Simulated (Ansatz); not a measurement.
# Ti2Si3 (slab): what the fields show

```xyz
10
Lattice="3.5284 0.0000 0.0000 0.0000 3.5646 0.0000 0.0000 0.0000 24.5433" Properties=species:S:1:pos:R:3 pbc="T T T"
Ti    1.7642    0.8911    7.5000
Si    0.0000    2.6734    8.1062
Si    0.0000    0.8911    9.6816
Ti    1.7642    2.6734   10.2878
Si    1.7642    0.8911   12.2692
Si    0.0000    2.6734   12.2741
Ti    0.0000    0.8911   14.2555
Si    1.7642    2.6734   14.8617
Si    1.7642    0.8911   16.4372
Ti    0.0000    2.6734   17.0434
```

Not relaxed (largest force 1.4 eV/Å); computed without spin polarisation.

All numbers below come from DFT r2SCAN, scalar-relativistic, plane waves, PAW (Ansatz).

The density is the valence pseudo-density of a PAW calculation; it isn't the true density close to the nuclei.

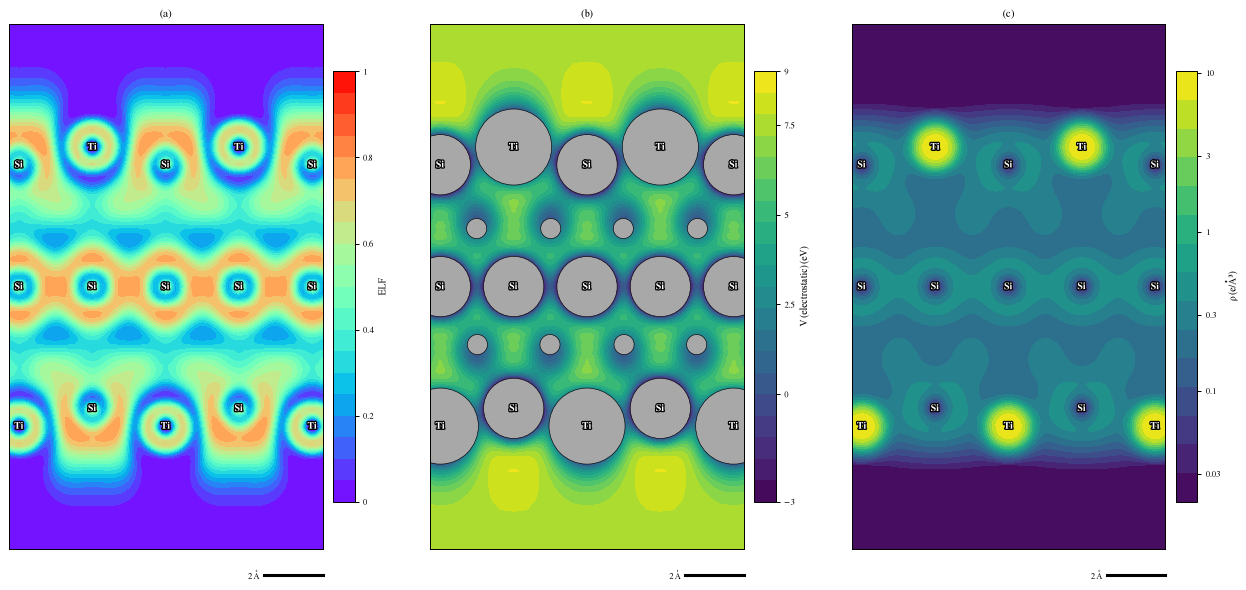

Figure 1. (a) electron localisation function; (b) electrostatic potential energy of an electron; (c) valence pseudo-density on the (110) plane of the calculation cell, a cut from vacuum to vacuum. Grey discs cover the atomic cores in the potential map.

Describe what can be read from this map.

- The section cuts through Ti and Si sites.
- Ti–Si (2.58 Å): the density is about 0.33 e/Å³ at the midpoint; the ELF peaks at about 0.75 in the valence shell of Si, 0.9 Å from its nucleus, and is about 0.45 at the midpoint.
- Si–Si (2.51 Å): ρ is about 0.41 e/Å³ halfway; the ELF peaks at about 0.80 between the atoms.
- The density dies away to nearly zero in the vacuum.
- The features right at Ti lie inside the PAW spheres, where the map follows smoothed inner orbitals and isn't to be read closely.

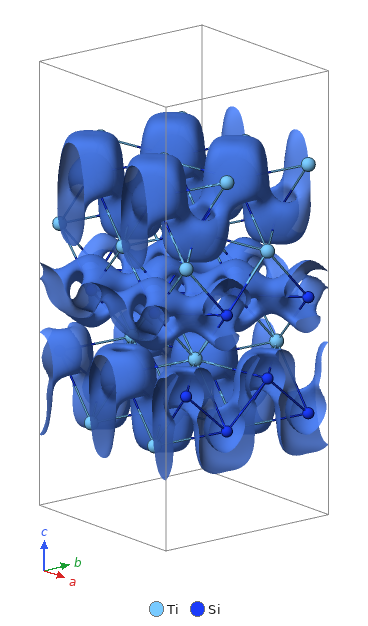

Figure 2. Isosurface of the electron localisation function at 0.65 (blue), seen at an oblique angle. Core shells and regions of very low density are left out. Sticks mark near contacts.

Where are the electrons localised?

The ELF exceeds this value in channels that run through the cell in one direction and sheets that run through the cell in two directions, counted in one cell of 10 atoms. Counts are for one cell; the picture repeats the cell along the surface. Along the contacts the grid gives the following. Si–Si (2.38 Å): the ELF peaks at about 0.75 between the atoms.

Does the calculation make it a metal, or give it a gap?

It is gapless in this calculation (a metal or semimetal).
